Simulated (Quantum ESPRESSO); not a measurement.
Band-structure run, with input and output: SnSe (part 2 of 2)

The same run, continued: SnSe (Fm-3m, 2 atoms in the cell); Kohn-Sham DFT of a periodic cell, LDA, spin-orbit coupling, PseudoDojo 0.4 FR PBE standard, no spin polarisation (Quantum ESPRESSO 7.5); cutoff 1170.09 eV, 8×8×8 k-mesh, fermi-dirac of 0.05 eV. The structure derives from an entry of the Crystallography Open Database.

Geometry of the input (Å; fractional positions):
```
0.0000  3.0100  3.0100
3.0100  0.0000  3.0100
3.0100  3.0100  0.0000
Sn 0.0000  0.0000  0.0000
Se 0.5000  0.5000  0.5000
```

## The program's output, continued
```
   -38.4780 -38.4780 -38.4780 -38.4780 -37.5884 -37.5884 -37.5883 -37.5883
   -37.5873 -37.5873 -12.8877 -12.8877 -12.8823 -12.8823 -11.8656 -11.8656
   -11.8542 -11.8542 -11.8521 -11.8521  -4.0655  -4.0655   1.3851   1.3851
     6.9951   6.9951   7.2635   7.2635   8.6571   8.6571  10.0753  10.0753
    10.5447  10.5447  10.8514  10.8514  16.2663  16.2663  17.8792  17.8792
    17.8964  17.8964  20.4830  20.4830

          k =-0.3536-0.3536 0.3536 (  4940 PWs)   bands (ev):

   -38.4780 -38.4780 -38.4780 -38.4780 -37.5884 -37.5884 -37.5883 -37.5883
   -37.5873 -37.5873 -12.8878 -12.8878 -12.8816 -12.8816 -11.8667 -11.8667
   -11.8533 -11.8533 -11.8508 -11.8508  -3.8955  -3.8955   1.0126   1.0126
     7.0630   7.0630   7.3174   7.3174   8.9883   8.9883   9.6139   9.6139
    10.1726  10.1726  10.5269  10.5269  17.2930  17.2930  19.2297  19.2297
    19.5151  19.5151  19.5432  19.5432

          k = 0.1768 0.0000 0.0000 (  4945 PWs)   bands (ev):

   -38.4781 -38.4781 -38.4781 -38.4781 -37.5884 -37.5884 -37.5884 -37.5884
   -37.5874 -37.5874 -12.8866 -12.8866 -12.8864 -12.8864 -11.8606 -11.8606
   -11.8596 -11.8596 -11.8570 -11.8570  -4.6671  -4.6671   3.2789   3.2789
     6.5157   6.5157   6.8336   6.8336   7.9262   7.9262  11.2845  11.2845
    13.0501  13.0501  13.4834  13.4834  14.1699  14.1699  16.0296  16.0296
    16.1281  16.1281  17.6227  17.6227

          k = 0.2652 0.0884-0.0884 (  4935 PWs)   bands (ev):

   -38.4781 -38.4781 -38.4780 -38.4780 -37.5884 -37.5884 -37.5884 -37.5884
   -37.5873 -37.5873 -12.8869 -12.8869 -12.8850 -12.8850 -11.8625 -11.8625
   -11.8587 -11.8587 -11.8542 -11.8542  -4.4376  -4.4376   2.5853   2.5853
     6.4179   6.4179   6.7171   6.7171   8.3165   8.3165  10.4163  10.4163
    12.4805  12.4805  12.8690  12.8690  14.2031  14.2031  16.7856  16.7856
    17.0705  17.0705  18.8544  18.8548

          k = 0.3536 0.1768-0.1768 (  4943 PWs)   bands (ev):

   -38.4780 -38.4780 -38.4780 -38.4780 -37.5884 -37.5884 -37.5884 -37.5884
   -37.5873 -37.5873 -12.8873 -12.8873 -12.8832 -12.8832 -11.8649 -11.8649
   -11.8566 -11.8566 -11.8515 -11.8515  -4.1036  -4.1036   1.7314   1.7314
     6.4515   6.4515   6.6840   6.6840   8.1524   8.1524  10.2847  10.2847
    11.6772  11.6772  12.0444  12.0444  14.9307  14.9307  17.8240  17.8240
    18.4899  18.4899  20.4292  20.4292

          k =-0.2652-0.4419 0.4419 (  4963 PWs)   bands (ev):

   -38.4780 -38.4780 -38.4780 -38.4780 -37.5884 -37.5884 -37.5883 -37.5883
   -37.5873 -37.5873 -12.8875 -12.8875 -12.8821 -12.8821 -11.8662 -11.8662
   -11.8548 -11.8548 -11.8504 -11.8504  -3.8603  -3.8603   1.1990   1.1990
     6.2959   6.2959   6.8023   6.8023   8.2413   8.2413  10.0934  10.0934
    10.9806  10.9806  11.8427  11.8427  16.3012  16.3012  18.4724  18.4724
    19.5759  19.5759  19.7362  19.7362

          k =-0.1768-0.3536 0.3536 (  4960 PWs)   bands (ev):

   -38.4780 -38.4780 -38.4780 -38.4780 -37.5884 -37.5884 -37.5883 -37.5883
   -37.5873 -37.5873 -12.8874 -12.8874 -12.8823 -12.8823 -11.8657 -11.8657
   -11.8550 -11.8550 -11.8510 -11.8510  -3.9170  -3.9170   1.2984   1.2984
     6.0451   6.0451   7.1227   7.1227   8.7477   8.7477   9.6925   9.6925
    10.5840  10.5840  12.2063  12.2063  16.4862  16.4862  17.7442  17.7442
    18.6921  18.6921  20.0921  20.0921

          k =-0.0884-0.2652 0.2652 (  4953 PWs)   bands (ev):

   -38.4780 -38.4780 -38.4780 -38.4780 -37.5884 -37.5884 -37.5884 -37.5884
   -37.5873 -37.5873 -12.8872 -12.8872 -12.8836 -12.8836 -11.8637 -11.8637
   -11.8569 -11.8569 -11.8529 -11.8529  -4.2193  -4.2193   1.9470   1.9470
     6.0426   6.0426   7.3208   7.3208   8.8362   8.8362   9.9352   9.9352
    10.7615  10.7615  12.7029  12.7029  15.5528  15.5528  16.3169  16.3169
    18.3019  18.3019  19.4211  19.4211

          k = 0.0000-0.1768 0.1768 (  4920 PWs)   bands (ev):

   -38.4781 -38.4781 -38.4780 -38.4780 -37.5884 -37.5884 -37.5884 -37.5884
   -37.5874 -37.5874 -12.8870 -12.8870 -12.8853 -12.8853 -11.8616 -11.8616
   -11.8587 -11.8587 -11.8557 -11.8557  -4.5341  -4.5341   2.7642   2.7642
     6.3688   6.3688   7.2377   7.2377   8.1127   8.1127  11.0789  11.0789
    11.6102  11.6102  13.0431  13.0431  15.1447  15.1447  15.5150  15.5150
    16.7186  16.7186  18.0888  18.0888

          k = 0.3536 0.0000 0.0000 (  4953 PWs)   bands (ev):

   -38.4780 -38.4780 -38.4780 -38.4780 -37.5884 -37.5884 -37.5884 -37.5884
   -37.5873 -37.5873 -12.8865 -12.8865 -12.8852 -12.8852 -11.8641 -11.8641
   -11.8597 -11.8597 -11.8513 -11.8513  -4.2824  -4.2824   2.5755   2.5755
     5.9956   5.9956   6.2827   6.2827   7.3965   7.3965  11.1545  11.1545
    13.0871  13.0871  13.2661  13.2661  13.7392  13.7392  18.2239  18.2239
    18.2517  18.2517  18.3830  18.3830

          k = 0.4419 0.0884-0.0884 (  4965 PWs)   bands (ev):

   -38.4780 -38.4780 -38.4780 -38.4780 -37.5884 -37.5884 -37.5884 -37.5884
   -37.5873 -37.5873 -12.8868 -12.8868 -12.8841 -12.8841 -11.8662 -11.8662
   -11.8591 -11.8591 -11.8485 -11.8485  -4.0110  -4.0110   2.1795   2.1795
     5.7394   5.7394   6.0262   6.0262   6.6585   6.6585  11.9600  11.9600
    12.7943  12.7943  13.1750  13.1750  13.8379  13.8379  19.1153  19.1153
    19.1820  19.1820  19.9956  19.9959

          k =-0.1768-0.5303 0.5303 (  4967 PWs)   bands (ev):

   -38.4780 -38.4780 -38.4780 -38.4780 -37.5884 -37.5884 -37.5884 -37.5884
   -37.5873 -37.5873 -12.8870 -12.8870 -12.8832 -12.8832 -11.8669 -11.8669
   -11.8578 -11.8578 -11.8480 -11.8480  -3.7689  -3.7689   1.7204   1.7204
     5.1014   5.1014   6.1219   6.1219   6.9306   6.9306  11.7200  11.7200
    12.3602  12.3602  13.3398  13.3398  14.5286  14.5286  19.0068  19.0068
    19.9506  19.9506  20.6367  20.6367

          k =-0.0884-0.4419 0.4419 (  4958 PWs)   bands (ev):

   -38.4780 -38.4780 -38.4780 -38.4780 -37.5884 -37.5884 -37.5883 -37.5883
   -37.5873 -37.5873 -12.8869 -12.8869 -12.8829 -12.8829 -11.8660 -11.8660
   -11.8568 -11.8568 -11.8494 -11.8494  -3.7345  -3.7345   1.5349   1.5349
     4.8175   4.8175   6.5250   6.5250   7.5710   7.5710  11.0358  11.0358
    11.5361  11.5361  13.5679  13.5679  16.1434  16.1434  17.5717  17.5717
    18.1534  18.1534  20.9401  20.9402

          k = 0.0000-0.3536 0.3536 (  4948 PWs)   bands (ev):

   -38.4780 -38.4780 -38.4780 -38.4780 -37.5884 -37.5884 -37.5884 -37.5884
   -37.5873 -37.5873 -12.8869 -12.8869 -12.8832 -12.8832 -11.8644 -11.8644
   -11.8570 -11.8570 -11.8511 -11.8511  -3.9378  -3.9378   1.6610   1.6610
     5.1481   5.1481   7.0517   7.0517   8.4591   8.4591  10.1898  10.1898
    10.8567  10.8567  13.3250  13.3250  16.5764  16.5764  16.8961  16.8961
    18.3485  18.3485  19.5352  19.5353

          k = 0.5303-0.0000 0.0000 (  4937 PWs)   bands (ev):

   -38.4780 -38.4780 -38.4780 -38.4780 -37.5884 -37.5884 -37.5884 -37.5884
   -37.5873 -37.5873 -12.8872 -12.8872 -12.8839 -12.8839 -11.8691 -11.8691
   -11.8597 -11.8597 -11.8453 -11.8453  -3.8316  -3.8316   2.4760   2.4760
     5.0864   5.0864   5.5338   5.5338   5.8076   5.8076  12.4000  12.4000
    13.5130  13.5130  13.8083  13.8083  14.3077  14.3077  19.1274  19.1274
    20.1551  20.1551  21.0310  21.0310

          k =-0.0884-0.6187 0.6187 (  4952 PWs)   bands (ev):

   -38.4780 -38.4780 -38.4780 -38.4780 -37.5884 -37.5884 -37.5884 -37.5884
   -37.5873 -37.5873 -12.8874 -12.8874 -12.8835 -12.8835 -11.8700 -11.8700
   -11.8593 -11.8593 -11.8445 -11.8445  -3.6670  -3.6670   2.4503   2.4503
     4.1603   4.1603   5.6086   5.6086   5.9723   5.9723  12.4790  12.4790
    13.5420  13.5420  13.9877  13.9877  14.5484  14.5484  20.2429  20.2429
    20.3440  20.3440  20.8852  20.8852

          k = 0.0000-0.5303 0.5303 (  4944 PWs)   bands (ev):

   -38.4780 -38.4780 -38.4780 -38.4780 -37.5884 -37.5884 -37.5884 -37.5884
   -37.5873 -37.5873 -12.8869 -12.8869 -12.8833 -12.8833 -11.8682 -11.8682
   -11.8583 -11.8583 -11.8465 -11.8465  -3.6259  -3.6259   2.0345   2.0345
     4.0612   4.0612   5.9479   5.9479   6.6286   6.6286  12.2105  12.2105
    12.7312  12.7312  14.3079  14.3079  14.4549  14.4549  18.9609  18.9609
    19.1971  19.1971  21.4657  21.4657

          k =-0.7071 0.0000 0.0000 (  4960 PWs)   bands (ev):

   -38.4780 -38.4780 -38.4780 -38.4780 -37.5884 -37.5884 -37.5884 -37.5884
   -37.5873 -37.5873 -12.8878 -12.8878 -12.8833 -12.8833 -11.8716 -11.8716
   -11.8597 -11.8597 -11.8428 -11.8428  -3.6213  -3.6213   2.9899   2.9899
     3.6527   3.6527   5.3569   5.3569   5.6277   5.6277  12.1682  12.1682
    14.0604  14.0604  14.6302  14.6302  14.9619  14.9619  19.7543  19.7543
    20.6950  20.6950  21.8904  21.9111

          k = 0.3536 0.1768 0.0000 (  4954 PWs)   bands (ev):

   -38.4780 -38.4780 -38.4780 -38.4780 -37.5884 -37.5884 -37.5884 -37.5884
   -37.5873 -37.5873 -12.8869 -12.8869 -12.8841 -12.8841 -11.8639 -11.8639
   -11.8585 -11.8585 -11.8515 -11.8515  -4.1833  -4.1833   2.1421   2.1421
     5.7936   5.7936   6.7397   6.7397   7.9449   7.9449  10.6658  10.6658
    11.8716  11.8716  13.0302  13.0302  14.5507  14.5507  17.6259  17.6259
    18.5839  18.5839  18.8277  18.8277

          k =-0.2652-0.4419 0.6187 (  4961 PWs)   bands (ev):

   -38.4780 -38.4780 -38.4780 -38.4780 -37.5884 -37.5884 -37.5884 -37.5884
   -37.5873 -37.5873 -12.8870 -12.8870 -12.8831 -12.8831 -11.8655 -11.8655
   -11.8571 -11.8571 -11.8499 -11.8499  -3.8890  -3.8890   1.6530   1.6530
     5.4285   5.4285   6.2678   6.2678   8.0842   8.0842  10.4154  10.4154
    11.9092  11.9092  13.0808  13.0808  15.2494  15.2494  18.3537  18.3537
    18.8515  18.8515  20.2854  20.2854

          k =-0.1768-0.3536 0.5303 (  4974 PWs)   bands (ev):

   -38.4780 -38.4780 -38.4780 -38.4780 -37.5884 -37.5884 -37.5883 -37.5883
   -37.5873 -37.5873 -12.8870 -12.8870 -12.8827 -12.8827 -11.8662 -11.8662
   -11.8561 -11.8561 -11.8496 -11.8496  -3.7509  -3.7509   1.4299   1.4299
     5.3921   5.3921   5.9291   5.9291   8.2951   8.2951  10.0734  10.0734
    12.1708  12.1708  13.0405  13.0405  16.3269  16.3269  16.8648  16.8648
    19.9641  19.9641  20.1481  20.1481

          k =-0.1768-0.5303 0.7071 (  4973 PWs)   bands (ev):

   -38.4780 -38.4780 -38.4780 -38.4780 -37.5884 -37.5884 -37.5884 -37.5884
   -37.5873 -37.5873 -12.8869 -12.8869 -12.8836 -12.8836 -11.8678 -11.8678
   -11.8587 -11.8587 -11.8469 -11.8469  -3.7864  -3.7864   2.0938   2.0938
     5.0544   5.0544   5.3105   5.3105   6.9108   6.9108  12.0344  12.0344
    12.8912  12.8912  13.4742  13.4742  14.5891  14.5891  19.2880  19.2880
    19.8080  19.8080  20.4868  20.4868

          k =-0.0884-0.4419 0.6187 (  4966 PWs)   bands (ev):

   -38.4780 -38.4780 -38.4780 -38.4780 -37.5884 -37.5884 -37.5884 -37.5884
   -37.5873 -37.5873 -12.8868 -12.8868 -12.8834 -12.8834 -11.8678 -11.8678
   -11.8575 -11.8575 -11.8475 -11.8475  -3.6461  -3.6461   1.9476   1.9476
     4.4662   4.4662   5.1522   5.1522   7.6471   7.6471  11.1099  11.1099
    13.2233  13.2233  13.9435  13.9435  15.1531  15.1531  17.5394  17.5394
    20.8367  20.8367  21.0034  21.0034

          k = 0.0000-0.3536 0.5303 (  4965 PWs)   bands (ev):

   -38.4780 -38.4780 -38.4780 -38.4780 -37.5884 -37.5884 -37.5884 -37.5884
   -37.5873 -37.5873 -12.8867 -12.8867 -12.8833 -12.8833 -11.8666 -11.8666
   -11.8569 -11.8569 -11.8490 -11.8490  -3.6922  -3.6922   1.7580   1.7580
     4.6151   4.6151   5.5218   5.5218   8.2322   8.2322  10.3476  10.3476
    12.8540  12.8540  13.7000  13.7000  16.3051  16.3051  16.5204  16.5204
    19.6101  19.6101  20.4780  20.4780

          k =-0.7071 0.1768-0.0000 (  4962 PWs)   bands (ev):

   -38.4780 -38.4780 -38.4780 -38.4780 -37.5884 -37.5884 -37.5884 -37.5884
   -37.5873 -37.5873 -12.8872 -12.8872 -12.8834 -12.8834 -11.8699 -11.8699
   -11.8588 -11.8588 -11.8449 -11.8449  -3.6080  -3.6080   2.4756   2.4756
     3.8580   3.8580   5.1179   5.1179   6.6791   6.6791  12.5119  12.5119
    12.7897  12.7897  14.6236  14.6236  14.8074  14.8074  18.9326  18.9326
    20.2795  20.2795  21.9801  21.9801

          k =-0.7071 0.3536 0.0000 (  4988 PWs)   bands (ev):

   -38.4780 -38.4780 -38.4780 -38.4780 -37.5884 -37.5884 -37.5884 -37.5884
   -37.5873 -37.5873 -12.8866 -12.8866 -12.8835 -12.8835 -11.8683 -11.8683
   -11.8568 -11.8568 -11.8479 -11.8479  -3.5944  -3.5944   2.1257   2.1257
     4.4072   4.4072   4.4303   4.4303   8.2859   8.2859  10.5290  10.5290
    13.8057  13.8057  13.8660  13.8660  16.2008  16.2008  16.4129  16.4129
    20.4838  20.4838  22.0707  22.0708

     the Fermi energy is     9.2880 ev

!    total energy              =    -398.78986535 Ry
     estimated scf accuracy    <          6.7E-12 Ry
     smearing contrib. (-TS)   =      -0.00000311 Ry
     internal energy E=F+TS    =    -398.78986224 Ry

     The total energy is F=E-TS. E is the sum of the following terms:
     one-electron contribution =    -189.78683205 Ry
     hartree contribution      =     107.11707361 Ry
     xc contribution           =     -91.03888529 Ry
     ewald contribution        =    -225.08121851 Ry

     convergence has been achieved in   9 iterations

     Forces acting on atoms (cartesian axes, Ry/au):

     atom    1 type  1   force =    -0.00000000    0.00000000   -0.00000000
     atom    2 type  2   force =     0.00000000    0.00000000   -0.00000000

     Total force =     0.000000     Total SCF correction =     0.000000

     Computing stress (Cartesian axis) and pressure

          total   stress  (Ry/bohr**3)                   (kbar)     P=      -34.01
  -0.00023119   0.00000000   0.00000000          -34.01        0.00        0.00
   0.00000000  -0.00023119   0.00000000            0.00      -34.01        0.00
   0.00000000   0.00000000  -0.00023119            0.00        0.00      -34.01

=------------------------------------------------------------------------------=
   JOB DONE.
=------------------------------------------------------------------------------=
```

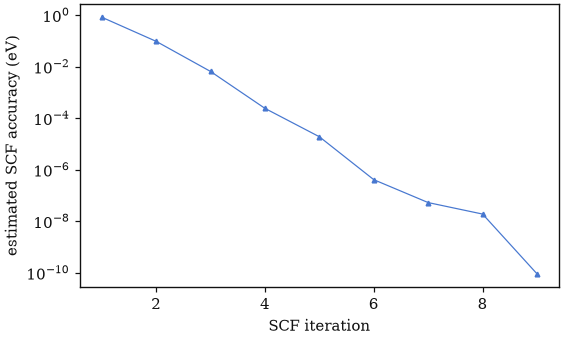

Convergence of the self-consistent field: estimated SCF accuracy against the iteration. The field takes 9 iterations in all.

## Key numbers

```csv
quantity,value
outcome,converged
space group (tolerance 0.01 Å),Fm-3m (225)
electrons treated,30
free energy,−5425.8125 eV
Fermi energy,9.288 eV
gap on the k-point mesh,0.63 eV
gap on the band path,0.26 eV
pressure,−3.40 GPa
largest force (length of the vector),under 0.001 eV/Å
wall time,6.2 min
peak memory,0.46 GiB
```

## Remarks

Further notes kept with the run: potentials made for another functional. Notes on the run: eigenvalues not converged. Points of doubt noted for this run: potentials made for another functional.
